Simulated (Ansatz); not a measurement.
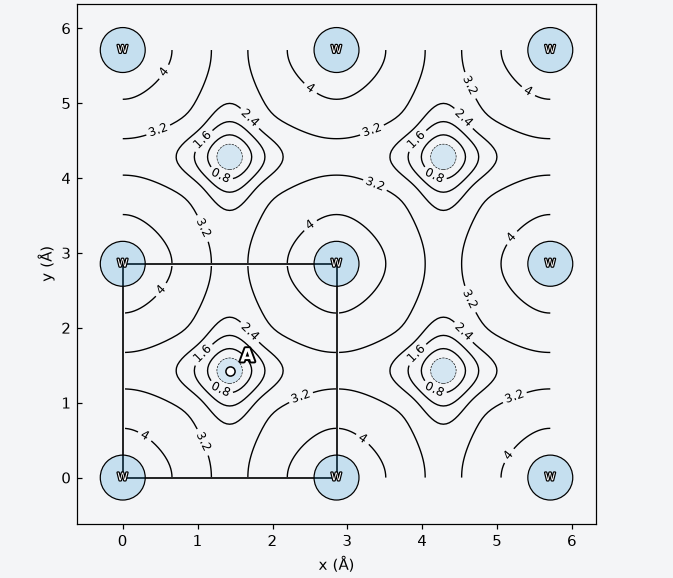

C on a W(100) slab cut from the Fm-3m phase, its upper half relaxed before the scan (3 atoms of substrate and one adsorbate in a 1 × 1 cell). C is moved over the surface cell; relaxed at each place: the height of the adsorbate's atoms; substrate rigid; the origin of the map has the adsorbate above W3. Places are given modulo a cell vector. The map is drawn in real space over the plane of the surface. The grid has 6 × 6 points; 10 points were computed and 26 follow by symmetry. All energies are given in eV relative to the lowest grid point. With one adsorbate in each 1 × 1 cell, its nearest image is 2.9 Å away, so neighbouring adsorbates interact. All numbers below come from DFT PBE, scalar-relativistic, plane waves, PAW in Ansatz. Settings: cutoff 420 eV, k-mesh 9×9×1, gaussian smearing 0.1 eV, no spin polarisation.

Drawn: contour lines labelled in eV, labelled circles for the atoms of the top layer and small ones for the second layer, the outline of one cell of the 2 × 2 shown, the point A. Between grid points the surface is interpolated.

Question: Find the lowest pass out of the well at A.

Answer: The easiest path leads from the well at a fourfold hollow over a second-layer W atom, (3/6, 3/6) of the cell vectors to its copy one period on. Its highest point lies about 2.9 eV above the bottom of the first well on the interpolated surface, at a bridge site between two W atoms, (0/6, 3/6) of the cell vectors. This is the barrier on the constrained surface; relaxing the other coordinates would change it.

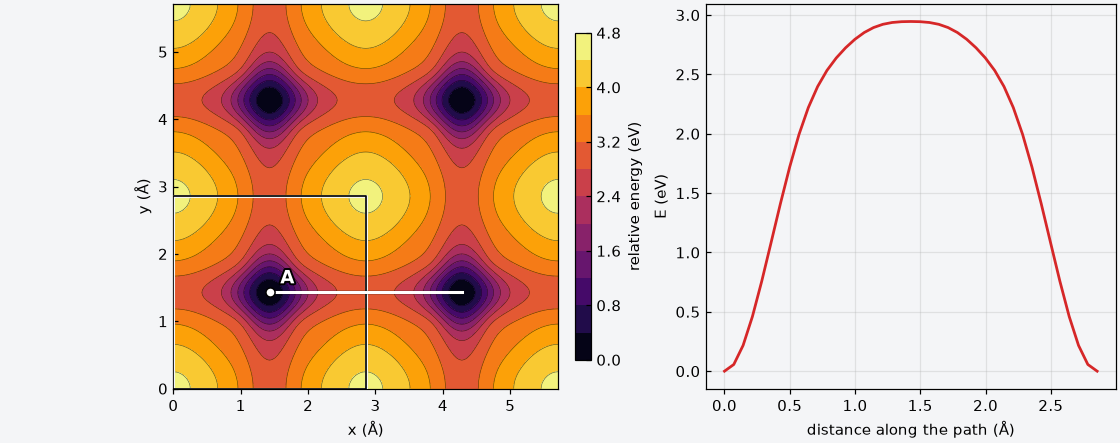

Drawn: filled contours, a line along the lowest path, the outline of one cell of the 2 × 2 shown, the energy along the path at the right. Between grid points the surface is interpolated.

PAW datasets: the set soft_1.
